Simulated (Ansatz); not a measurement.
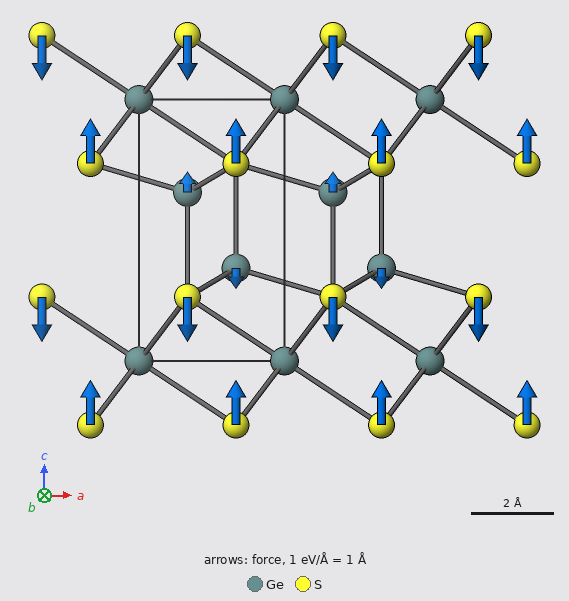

Starting geometry of solid Ge₃S₂ (built on the A-type sesquioxide_164 type) (coarse preliminary run) with the computed forces as blue arrows. The picture is a ball-and-stick view of the cell of the calculation, repeated 2 × 1 × 1 with one cell outlined, seen along the b axis.

Case: anti-A-type sesquioxide type (P-3m1, No. 164).

Method: DFT r2SCAN, scalar-relativistic, plane waves, PAW (Ansatz). Settings: plane-wave cutoff 500 eV; k-point mesh 6 × 6 × 4; occupations gaussian; smearing width 0.1 eV; no spin polarisation; cell and atoms relaxed; force threshold 0.04 eV/Å; at most 70 steps.

**What follows when this structure is relaxed?**

It isn't relaxed: the largest force vector, on S atoms, is 1.11 eV/Å. The final displacements have little in common with the starting forces (cosine between the two patterns −0.28). The energy falls by 325 meV per atom in 12 accepted moves (14 points after the start). The largest force component goes from 1.1 to 0.012 eV/Å. Pressure: 12.04 GPa at the start and 0.03 GPa at the end. The line search rejected the trial step at point 9 of the run. At 1 point the geometry stayed and the basis and grid were re-selected for the new cell (energy shift of 0.7 meV per atom at most each time). The largest moves relative to the cell, 0.65 Å, are those of Ge atoms. Largest moves by element: Ge 0.65 Å, S 0.56 Å. The drawn cell changes as follows: a = b 4.105 → 4.585 Å (+11.7 %), c 6.387 → 5.609 Å (−12.2 %); the volume changes by +9.6 %. Near-neighbour distances that change, for instance: Ge–S 2.840 → 3.280 Å, Ge–S 2.472 → 2.713 Å, Ge–S 2.555 → 2.332 Å. Among the angles between lasting bonds that change: Ge–S–Ge 73.5° → 102.7°, S–Ge–S 106.5° → 77.3°, Ge–S–Ge 112.3° → 115.3°. The space group stays P-3m1 (No. 164).
